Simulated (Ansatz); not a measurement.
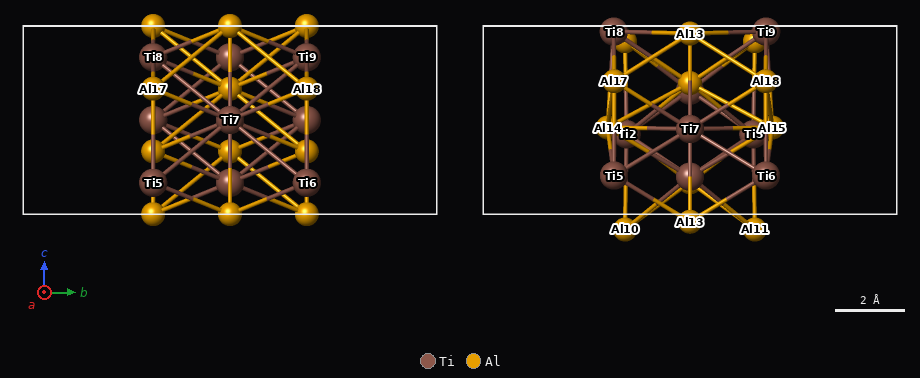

Two geometries of a wire of composition TiAl, drawn at one scale. One is the start of a relaxation, the other its converged end. Style: ball-and-stick. Shown: the cell of the calculation, with the vacuum cut short, along the a axis.

The calculation used Ansatz 0.2.0, DFT PBE, scalar-relativistic, plane waves, PAW. Settings: plane-wave cutoff 420 eV; k-point mesh 1 × 1 × 10; occupations gaussian; smearing width 0.05 eV; no spin polarisation; cell relaxed at fixed a, b, alpha, beta, gamma; force threshold 0.02 eV/Å; at most 45 steps.

### Which one is relaxed?

The right one is the relaxed one. Case: wire along [1 1 1], 18 atoms a period. The atom that moves furthest relative to the centre of the atoms is a Ti atom (0.98 Å). Largest moves by element: Ti 0.98 Å, Al 0.92 Å. The lattice vectors keep their values. Some distances before and after: Ti–Ti 3.186 → 4.131 Å, Ti–Ti 3.186 → 3.985 Å, Ti–Ti 3.186 → 3.919 Å, Ti–Ti 3.186 → 2.612 Å. Bond angles that change, for instance: Ti–Al–Ti 180.0° → 140.9°, Ti–Al–Ti 109.5° → 82.1°, Ti–Al–Ti 109.5° → 83.8°. After 11 accepted moves (12 points after the start) the energy has fallen by 2.855 eV per cell of the calculation. The largest force component goes from 1.3 to 0.015 eV/Å. At 1 point the geometry stayed and the basis and grid were re-selected for the new cell (energy shift of less than 0.05 meV per cell of the calculation at most each time). The run took 5.1 min on 4 threads of Arm Neoverse V2, on a shared host, peak memory 2.4 GiB.

Limits of the set-up: the k-point mesh is coarse for a cell with partly filled bands.
